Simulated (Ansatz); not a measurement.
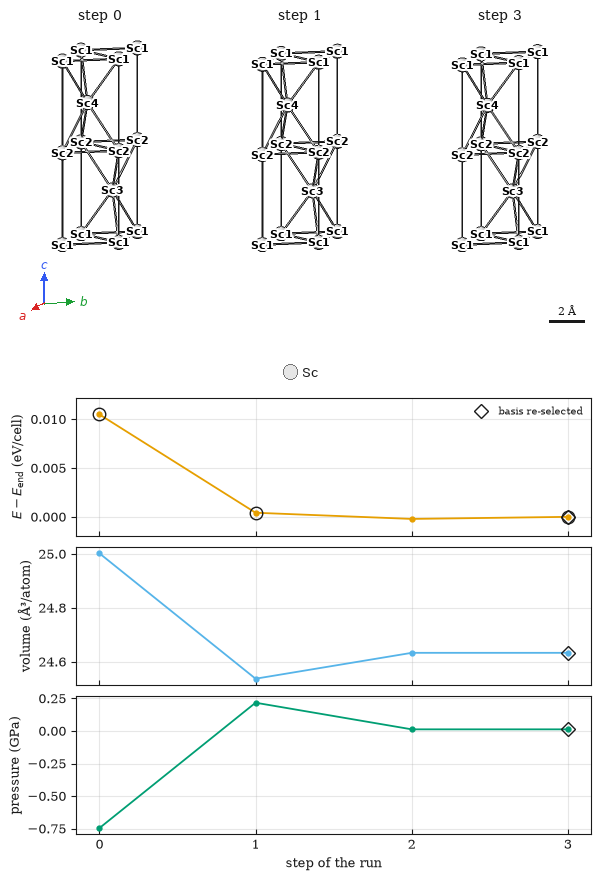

Frames of a relaxation of solid Sc (a generated structure, set up in P6_3/mmc), marked on the history of the run. Style: ball-and-stick. Shown: the cell of the calculation, slightly off an axis.

Phase: dhcp.

These are results of DFT, PBE, plane waves (420 eV) with PAW, scalar-relativistic in Ansatz, not measurements. (plane-wave cutoff 420 eV; k-point mesh 11 × 11 × 3; occupations fermi dirac; smearing width 0.05 eV; collinear spin; cell and atoms relaxed; force threshold 0.01 eV/Å; at most 60 steps)

**What happens along the run?**

The energy falls by 10.5 meV per cell of the calculation in 2 accepted moves (3 points after the start). All forces vanish by symmetry, so only the cell relaxes. The pressure goes from −0.75 to 0.01 GPa. At 1 point the geometry stayed and the basis and grid were re-selected for the new cell (energy shift of 0.2 meV per cell of the calculation at most each time). No atom moves by more than 0.005 Å relative to the cell. The volume changes by −1.5 %, with a = b 3.282 → 3.291 Å (+0.3 %), c 10.720 → 10.502 Å (−2.0 %). Among the contacts that change: Sc1–Sc3 3.282 → 3.241 Å, Sc1–Sc1 3.282 → 3.291 Å. The space group stays P6_3/mmc (No. 194). The program noted that the starting moments weren't kept. The run took 24 s on 2 threads of Intel(R) Xeon(R) 6975P-C (Granite Rapids) (shared host), peak memory 0.57 GiB. From step 0 to 1: volume −1.9 %, energy −10.1 meV per cell of the calculation. From step 1 to 3: volume +0.4 %, energy −0.4 meV per cell of the calculation.

| step | E − E(0), meV/atom | pressure, GPa | volume, Å³/atom | note |
| --- | --- | --- | --- | --- |
| 0 | 0.00 | -0.75 | 25.002 |  |
| 1 | -2.52 | 0.22 | 24.537 |  |
| 2 | -2.68 | 0.01 | 24.633 |  |
| 3 | -2.62 | 0.01 | 24.633 | same geometry, new basis |
